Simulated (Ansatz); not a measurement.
Geometry relaxation, with input and output: Ga₁₅P₁₆ (charge −2) (part 2 of 3)

Ga₁₅P₁₆ (defect cell, 31 atoms in the cell, total charge −2); DFT PBE, scalar-relativistic, plane waves, PAW, spin-polarised (Ansatz 0.2.0); cutoff 420 eV, 1×1×1 k-mesh, Gaussian smearing of 0.01 eV, collinear spins. The structure derives from a Materials Project entry. It belongs to a series of runs on one base structure; here: Ga vacancy (site a), charge -2, atoms relaxed at the host's cell.

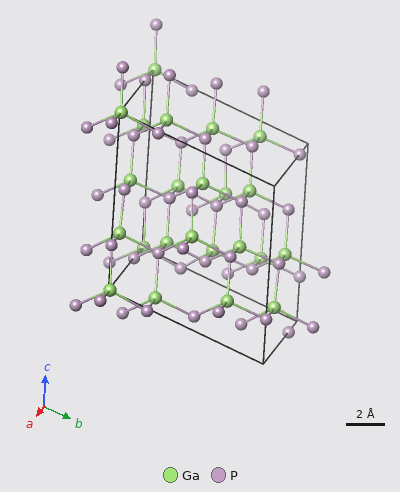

Figure 1. The geometry at step 3 of the log (ball-and-stick view of the cell of the calculation, seen slightly off an axis; bonded neighbours outside the cell are drawn too).

## Output, continued
```
Per-site moments (μB) at R_I (Å): [(0.0021279723212246065, 0.9704770977618771), (0.0015512426729615005, 0.9833760053672324), (0.002127972321224393, 0.9704770977618782), (0.0021279723212246533, 0.9704770977618782), (0.0021279723212243675, 0.9704770977618782), (0.0021279723212244686, 0.9704770977618773), (0.001551242672961604, 0.9833760053672325), (0.0021279723212244586, 0.9704770977618778), (0.0021279723212247236, 0.9704770977618786), (0.0015512426729615857, 0.9833760053672324), (0.002127972321224332, 0.9704770977618778), (0.0021279723212246676, 0.9704770977618782), (0.0021279723212244096, 0.9704770977618776), (0.0021279723212242916, 0.9704770977618778), (0.0021279723212244165, 0.9704770977618771), (0.07747915259464296, 0.9704770977618771), (0.01971727845722948, 0.983376005367233), (0.019717278457229485, 0.9833760053672327), (0.0774791525946432, 0.9704770977618776), (0.01971727845722934, 0.9833760053672325), (0.07747915259464312, 0.9704770977618771), (0.01971727845722974, 0.983376005367233), (0.019717278457229603, 0.983376005367233), (0.019717278457229648, 0.9833760053672324), (0.019717278457229585, 0.9833760053672327), (0.01971727845722956, 0.9833760053672336), (0.019717278457229773, 0.9833760053672327), (0.07747915259464319, 0.9704770977618773), (0.019717278457229797, 0.9833760053672335), (0.01971727845722978, 0.9833760053672325), (0.019717278457229846, 0.9833760053672324)]
Free energy (F): -68829.579615 eV
Harris-Foulkes:  -68829.579615 eV  (|F-HF|=1.55e-8)
Internal energy: -68829.571902 eV  (E = F + TS)
E sigma→0 (E₀):  -68829.575759 eV
Entropy (-TS):   -0.007713 eV (-0.249 meV/atom)
Fermi energy:    6.798900 eV
--- Per-component energies (eV) ---
  E_band       = -1037.511061
  E_kinetic    = 2874.151584
  E_local      = -34270.186039  (includes V_loc(G=0)·N_el)
  E_nonlocal   = 6922.861883
  E_hartree    = 15796.905949
  E_xc         = -2030.990320
  E_vxc        = -1855.852830  (∫ρ·V_xc dr)
  E_paw        = -38950.747632  (= ΣΔE_a)
  E_vpaw       = -6302.296227  (= ΣTr[D̂ρ^β])
  E_aug_tail   = -0.001504  (compensation charges beyond the density's cutoff)
  E_ewald      = -19171.565823
  E_smearing   = -0.007713  (= −TS)
  E_closure    = 0.000000  (closes the sum)
  E_deformation_potential = -25.235632  (in the stress; not in F)
  Σ components = -68829.579615   (vs F -68829.579615, Δ=0.00e0)
--- Forces (eV/Å), atoms counted from 1 ---
  atom   1  Ga     0.00591471    -0.00122849     0.00122849
  atom   2  Ga     0.00000000    -0.00000000    -0.00000000
  atom   3  Ga    -0.00122849     0.00122849     0.00591471
  atom   4  Ga     0.00591471     0.00122849    -0.00122849
  atom   5  Ga    -0.00122849     0.00591471     0.00122849
  atom   6  Ga     0.00122849     0.00122849    -0.00591471
  atom   7  Ga    -0.00000000     0.00000000     0.00000000
  atom   8  Ga     0.00122849    -0.00591471     0.00122849
  atom   9  Ga    -0.00591471    -0.00122849    -0.00122849
  atom  10  Ga    -0.00000000    -0.00000000     0.00000000
  atom  11  Ga     0.00122849    -0.00122849     0.00591471
  atom  12  Ga    -0.00591471     0.00122849     0.00122849
  atom  13  Ga    -0.00122849    -0.00591471    -0.00122849
  atom  14  Ga    -0.00122849    -0.00122849    -0.00591471
  atom  15  Ga     0.00122849     0.00591471    -0.00122849
  atom  16  P     -0.00289140     0.00289140     0.00289140
  atom  17  P     -0.00323657     0.01504592    -0.00323657
  atom  18  P      0.01504592     0.00323657     0.00323657
  atom  19  P      0.00289140    -0.00289140     0.00289140
  atom  20  P     -0.00323657    -0.00323657     0.01504592
  atom  21  P      0.00289140     0.00289140    -0.00289140
  atom  22  P     -0.01504592    -0.00323657     0.00323657
  atom  23  P     -0.00323657     0.00323657    -0.01504592
  atom  24  P     -0.01504592     0.00323657    -0.00323657
  atom  25  P      0.01504592    -0.00323657    -0.00323657
  atom  26  P     -0.00323657    -0.01504592     0.00323657
  atom  27  P      0.00323657    -0.00323657    -0.01504592
  atom  28  P     -0.00289140    -0.00289140    -0.00289140
  atom  29  P      0.00323657     0.00323657     0.01504592
  atom  30  P      0.00323657     0.01504592     0.00323657
  atom  31  P      0.00323657    -0.01504592    -0.00323657
  max |Σ_I F_I| component: 9.11e-18 eV/Å
--- Charged-cell corrections in eV (Makov–Payne, q = -2.000 e, ε = 12.854) ---
  F (periodic)     = -68829.579615  (uncorrected; the corrections below are reported, never added to it)
  E_corr1          = +0.740583  (monopole, q²α_M/2εL)
  F Makov-Payne    = -68828.839032  (F + E_corr1; no measured alignment; for a localised charge, not one spread in a band: unchecked)
  no potential alignment in this run, which stands beside a crystal: run the host's input off ansatz write-host-input, and read the two finished runs by ansatz place-levels (neither reads a slab, a wire or a sheet, whose cell leaves a vacuum)
--- Band table (eV) ---
  k-point 0 ↑: bands = ["-8.3667", "-8.3667", "-8.3667", "-8.3538", "-8.3538", "-8.3538", "-8.3505", "-8.3505", "-8.3505", "-8.2758", "-8.2758", "-8.2708", "-8.2568", "-8.2568", "-8.2568", "-8.2554", "-8.2554", "-8.2526", "-8.2460", "-8.2460", "-8.2447", "-8.2380", "-8.2380", "-8.2380", "-8.2266", "-8.2266", "-8.2266", "-8.2235", "-8.2235", "-8.2235", "-8.1900", "-8.1900", "-8.1900", "-8.1890", "-8.1890", "-8.1890", "-8.1853", "-8.1853", "-8.1848", "-8.1820",
      "-8.1820", "-8.1820", "-8.1797", "-8.1762", "-8.1762", "-8.1762", "-8.1679", "-8.1679", "-8.1511", "-8.1511", "-8.1511", "-8.1476", "-8.1414", "-8.1414", "-8.1299", "-8.1299", "-8.1299", "-8.1262", "-8.1262", "-8.1262", "-8.1238", "-8.1238", "-8.1238", "-8.1237", "-8.1237", "-8.1237", "-8.1176", "-8.1176", "-8.1176", "-8.1173", "-8.1173", "-8.1173", "-8.1096", "-8.1096", "-8.1069", "-5.8350", "-4.2067", "-4.2067", "-4.1322", "-4.1322",
      "-4.1322", "-4.1177", "-4.1177", "-4.1177", "-3.9116", "-3.9116", "-3.9116", "-3.2826", "-2.9601", "-2.9601", "-2.9601", "-0.2455", "-0.2455", "-0.0473", "0.9546", "0.9546", "1.0305", "1.0305", "1.0305", "1.0397", "1.0397", "1.0397", "1.1838", "1.1838", "1.1838", "2.8583", "3.0588", "3.0588", "3.0588", "3.0847", "3.0847", "3.0847", "3.1368", "3.1368", "3.2849", "3.2849", "3.2849", "3.7939", "3.7939", "3.7939",
      "4.1101", "4.1101", "4.1101", "4.3282", "5.1302", "5.1302", "5.1302", "5.1901", "5.2473", "5.2473", "5.3439", "5.3439", "5.3439", "5.8483", "5.8483", "5.8483", "6.6826", "6.6826", "6.6826", "8.0144", "8.1091", "8.1091", "8.1091", "8.1424", "8.1424", "8.4016", "9.3774", "9.3774", "9.3774", "9.4246", "9.4246", "9.4976", "9.4976", "9.4976", "9.5525", "9.5525", "9.5525", "10.3931", "10.3931", "10.3931",
      "10.5425", "11.8425", "11.8425", "11.8425", "11.9276", "11.9276", "11.9276", "11.9870", "11.9870", "11.9992"]
  k-point 0 ↓: bands = ["-8.3639", "-8.3639", "-8.3639", "-8.3512", "-8.3512", "-8.3512", "-8.3478", "-8.3478", "-8.3478", "-8.2731", "-8.2731", "-8.2661", "-8.2543", "-8.2543", "-8.2522", "-8.2522", "-8.2522", "-8.2517", "-8.2457", "-8.2457", "-8.2432", "-8.2350", "-8.2350", "-8.2350", "-8.2237", "-8.2237", "-8.2237", "-8.2221", "-8.2221", "-8.2221", "-8.1878", "-8.1878", "-8.1878", "-8.1867", "-8.1867", "-8.1867", "-8.1836", "-8.1836", "-8.1827", "-8.1801",
      "-8.1801", "-8.1801", "-8.1789", "-8.1736", "-8.1736", "-8.1736", "-8.1648", "-8.1648", "-8.1494", "-8.1494", "-8.1494", "-8.1459", "-8.1403", "-8.1403", "-8.1289", "-8.1289", "-8.1289", "-8.1254", "-8.1254", "-8.1254", "-8.1227", "-8.1227", "-8.1227", "-8.1227", "-8.1227", "-8.1227", "-8.1159", "-8.1159", "-8.1159", "-8.1157", "-8.1157", "-8.1157", "-8.1085", "-8.1085", "-8.1059", "-5.8052", "-4.1814", "-4.1814", "-4.1087", "-4.1087",
      "-4.1087", "-4.0928", "-4.0928", "-4.0928", "-3.8545", "-3.8545", "-3.8545", "-3.1895", "-2.8982", "-2.8982", "-2.8982", "-0.2293", "-0.2293", "-0.0273", "0.9689", "0.9689", "1.0501", "1.0501", "1.0501", "1.0651", "1.0651", "1.0651", "1.2204", "1.2204", "1.2204", "2.9004", "3.0727", "3.0727", "3.0727", "3.1130", "3.1130", "3.1130", "3.1616", "3.1616", "3.3151", "3.3151", "3.3151", "3.8238", "3.8238", "3.8238",
      "4.1544", "4.1544", "4.1544", "4.4644", "5.1579", "5.1579", "5.1579", "5.2066", "5.2949", "5.2949", "5.3787", "5.3787", "5.3787", "5.9140", "5.9140", "5.9140", "6.7959", "6.7959", "6.7959", "8.0438", "8.1233", "8.1233", "8.1233", "8.1610", "8.1610", "8.4176", "9.3927", "9.3927", "9.3927", "9.4404", "9.4404", "9.5199", "9.5199", "9.5199", "9.5770", "9.5770", "9.5770", "10.4101", "10.4101", "10.4101",
      "10.5720", "11.8716", "11.8716", "11.8716", "11.9482", "11.9482", "11.9482", "12.0092", "12.0092", "12.0103"]
--- Relaxed structure (3 steps of the walk, 3 accepted, 0 SCFs on fresh bases) ---
  F+E_penalty+E_count = -68829.57961518 eV   max|allowed force component| = 1.505e-2 eV/Å
  atoms:
    - { symbol: Ga, position: [0.7593890281760295, 0.24999999999999997, 1.0024169250823904] }
    - { symbol: Ga, position: [0.49999999999999994, 0.24999999999999997, 0.24999999999999997] }
    - { symbol: Ga, position: [0.25241692508239055, 0.009389028176029407, 0.75] }
    - { symbol: Ga, position: [0.25241692508239055, 0.25, 0.5093890281760294] }
    - { symbol: Ga, position: [0.9999999999999998, 1.0093890281760292, 1.0024169250823904] }
    - { symbol: Ga, position: [0.7475830749176093, -0.0024169250823906085, 0.2569721030936388] }
    - { symbol: Ga, position: [0.49999999999999994, 0.7499999999999999, 0.7499999999999999] }
    - { symbol: Ga, position: [0.5069721030936387, -0.0024169250823906315, 0.49758307491760934] }
    - { symbol: Ga, position: [0.2406109718239706, 0.7430278969063613, 0.9906109718239706] }
    - { symbol: Ga, position: [0.0, 0.7499999999999999, 0.24999999999999997] }
    - { symbol: Ga, position: [0.7593890281760294, 0.5024169250823904, 0.7499999999999998] }
    - { symbol: Ga, position: [0.7475830749176092, 0.7569721030936386, 0.49758307491760934] }
    - { symbol: Ga, position: [0.4930278969063612, 0.4906109718239705, 0.9906109718239704] }
    - { symbol: Ga, position: [0.2406109718239706, 0.4906109718239705, 0.24302789690636112] }
    - { symbol: Ga, position: [0.0, 0.5024169250823904, 0.5093890281760294] }
    - { symbol: P, position: [0.0, 0.48557368562823144, 0.7499999999999999] }
    - { symbol: P, position: [0.7513177440931837, 0.4993271134563896, -0.0006728865436102238] }
    - { symbol: P, position: [0.49800936936320583, 0.49868225590681603, 0.2480093693632059] }
    - { symbol: P, position: [0.23557368562823142, 0.25, 0.75] }
    - { symbol: P, position: [0.24932711345638975, 0.49932711345638975, 0.5013177440931839] }
    - { symbol: P, position: [0.0, 0.24999999999999994, -0.014426314371768542] }
    - { symbol: P, position: [0.7506728865436101, 0.25, 0.25199063063679406] }
    - { symbol: P, position: [0.501990630636794, 0.0006728865436102238, 0.75] }
    - { symbol: P, position: [0.501990630636794, 0.24999999999999997, 0.5006728865436101] }
    - { symbol: P, position: [0.24932711345638978, 0.001317744093183873, -0.0006728865436102099] }
    - { symbol: P, position: [0.0, 0.0006728865436101961, 0.25199063063679406] }
    - { symbol: P, position: [0.7506728865436101, 0.751990630636794, 0.75] }
    - { symbol: P, position: [0.7644263143717684, 0.014426314371768514, 0.5144263143717684] }
    - { symbol: P, position: [0.49800936936320583, 0.748009369363206, -0.001317744093183859] }
    - { symbol: P, position: [0.24868225590681606, 0.748009369363206, 0.24800936936320592] }
    - { symbol: P, position: [0.0, 0.751990630636794, 0.5006728865436101] }
--- Löwdin populations: 31 sites ---
  site symbol       q [e]    m [muB]
     0     Ga     12.9673    -0.0023
     1     Ga     12.9689    -0.0016
     2     Ga     12.9673    -0.0023
     3     Ga     12.9673    -0.0023
     4     Ga     12.9673    -0.0023
     5     Ga     12.9673    -0.0023
     6     Ga     12.9689    -0.0016
     7     Ga     12.9673    -0.0023
     8     Ga     12.9673    -0.0023
     9     Ga     12.9689    -0.0016
    10     Ga     12.9673    -0.0023
    11     Ga     12.9673    -0.0023
    12     Ga     12.9673    -0.0023
    13     Ga     12.9673    -0.0023
    14     Ga     12.9673    -0.0023
    15      P      5.1483     0.1490
    16      P      5.0863     0.0352
    17      P      5.0863     0.0352
    18      P      5.1483     0.1490
    19      P      5.0863     0.0352
    20      P      5.1483     0.1490
    21      P      5.0863     0.0352
    22      P      5.0863     0.0352
    23      P      5.0863     0.0352
    24      P      5.0863     0.0352
    25      P      5.0863     0.0352
    26      P      5.0863     0.0352
    27      P      5.1483     0.1490
    28      P      5.0863     0.0352
    29      P      5.0863     0.0352
    30      P      5.0863     0.0352
  spilling = 0.003093 (of n_electrons = 277.000000)
```

## File populations.tsv
```
# site	symbol	l	j	q_up	q_dn
# orbitals = lowdin
# n_electrons = 277.000000
# spilling = 0.003093
0	Ga	0_4S	-	0.554810	0.556807
0	Ga	1_4P	-	0.934329	0.935203
0	Ga	2_3D	-	4.993339	4.992785
1	Ga	0_4S	-	0.550411	0.551907
1	Ga	1_4P	-	0.940157	0.940712
1	Ga	2_3D	-	4.993079	4.992652
2	Ga	0_4S	-	0.554810	0.556807
2	Ga	1_4P	-	0.934329	0.935203
2	Ga	2_3D	-	4.993339	4.992785
3	Ga	0_4S	-	0.554810	0.556807
3	Ga	1_4P	-	0.934329	0.935203
3	Ga	2_3D	-	4.993339	4.992785
4	Ga	0_4S	-	0.554810	0.556807
4	Ga	1_4P	-	0.934329	0.935203
4	Ga	2_3D	-	4.993339	4.992785
5	Ga	0_4S	-	0.554810	0.556807
5	Ga	1_4P	-	0.934329	0.935203
5	Ga	2_3D	-	4.993339	4.992785
6	Ga	0_4S	-	0.550411	0.551907
6	Ga	1_4P	-	0.940157	0.940712
6	Ga	2_3D	-	4.993079	4.992652
7	Ga	0_4S	-	0.554810	0.556807
7	Ga	1_4P	-	0.934329	0.935203
7	Ga	2_3D	-	4.993339	4.992785
8	Ga	0_4S	-	0.554810	0.556807
8	Ga	1_4P	-	0.934329	0.935203
8	Ga	2_3D	-	4.993339	4.992785
9	Ga	0_4S	-	0.550411	0.551907
9	Ga	1_4P	-	0.940157	0.940712
9	Ga	2_3D	-	4.993079	4.992652
10	Ga	0_4S	-	0.554810	0.556807
10	Ga	1_4P	-	0.934329	0.935203
10	Ga	2_3D	-	4.993339	4.992785
11	Ga	0_4S	-	0.554810	0.556807
11	Ga	1_4P	-	0.934329	0.935203
11	Ga	2_3D	-	4.993339	4.992785
12	Ga	0_4S	-	0.554810	0.556807
12	Ga	1_4P	-	0.934329	0.935203
12	Ga	2_3D	-	4.993339	4.992785
13	Ga	0_4S	-	0.554810	0.556807
13	Ga	1_4P	-	0.934329	0.935203
13	Ga	2_3D	-	4.993339	4.992785
14	Ga	0_4S	-	0.554810	0.556807
14	Ga	1_4P	-	0.934329	0.935203
14	Ga	2_3D	-	4.993339	4.992785
15	P	0_3S	-	0.742693	0.732103
15	P	1_3P	-	1.905956	1.767561
16	P	0_3S	-	0.673897	0.673313
16	P	1_3P	-	1.886884	1.852230
17	P	0_3S	-	0.673897	0.673313
17	P	1_3P	-	1.886884	1.852230
18	P	0_3S	-	0.742693	0.732103
18	P	1_3P	-	1.905956	1.767561
19	P	0_3S	-	0.673897	0.673313
19	P	1_3P	-	1.886884	1.852230
20	P	0_3S	-	0.742693	0.732103
20	P	1_3P	-	1.905956	1.767561
21	P	0_3S	-	0.673897	0.673313
21	P	1_3P	-	1.886884	1.852230
22	P	0_3S	-	0.673897	0.673313
22	P	1_3P	-	1.886884	1.852230
23	P	0_3S	-	0.673897	0.673313
23	P	1_3P	-	1.886884	1.852230
24	P	0_3S	-	0.673897	0.673313
24	P	1_3P	-	1.886884	1.852230
25	P	0_3S	-	0.673897	0.673313
25	P	1_3P	-	1.886884	1.852230
26	P	0_3S	-	0.673897	0.673313
26	P	1_3P	-	1.886884	1.852230
27	P	0_3S	-	0.742693	0.732103
27	P	1_3P	-	1.905956	1.767561
28	P	0_3S	-	0.673897	0.673313
28	P	1_3P	-	1.886884	1.852230
29	P	0_3S	-	0.673897	0.673313
29	P	1_3P	-	1.886884	1.852230
30	P	0_3S	-	0.673897	0.673313
30	P	1_3P	-	1.886884	1.852230
```
